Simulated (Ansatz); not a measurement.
Read the following structure.

```
Si C
1.0
     3.09194    0.00000    0.00000
    -1.54597    2.67770    0.00000
     0.00000    0.00000    4.87132
Si C
2 2
Cartesian
  0.0000 1.7851 2.4206
  1.5460 0.8926 4.8562
  0.0000 1.7851 4.2775
  1.5460 0.8926 1.8418
```

Work out the structure from the coordinates.

The formula is SiC. It belongs to space group P6_3mc (No. 186) and has a primitive hexagonal lattice. The structure is of the kind named wurtzite. The cell comprises 2 formula units: 2 Si, 2 C. Si sits among four C in a tetrahedral arrangement at 1.86 to 1.88 Å. C is linked to four Si in a tetrahedral arrangement at 1.86 to 1.88 Å. The bonds build a three-dimensional framework.

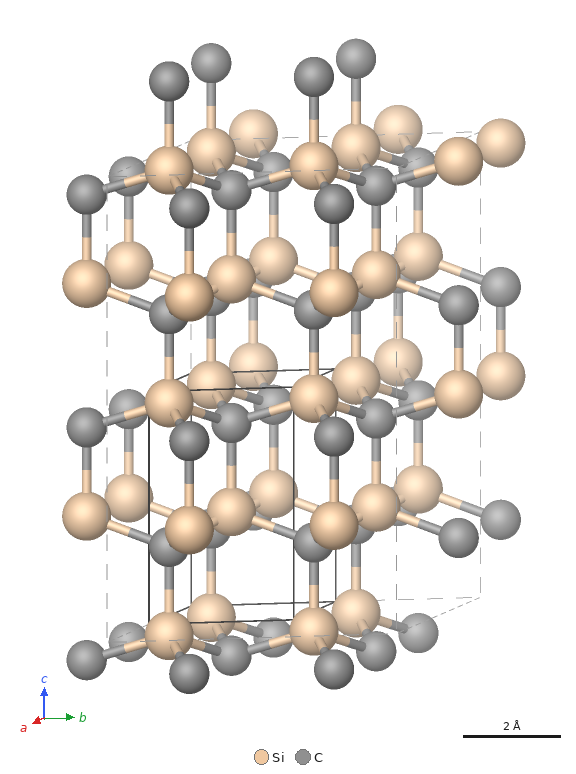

Shown here is a ball-and-stick view of the crystal, taken slightly off an axis. The solid box is one conventional unit cell, and 2×2×2 cells are shown. Outside the box, the atoms bonded to those within are drawn.

Its origin is a structure listed in the Materials Project. The cell was then strained or its atoms displaced on purpose. The atoms were relaxed in a fixed cell with DFT PBE, scalar-relativistic, plane waves, PAW (Ansatz 0.2.0).

At this level of theory the cell isn't at rest (compressed, at 9 GPa), so its distances can differ from those at equilibrium, the more so the softer the solid.
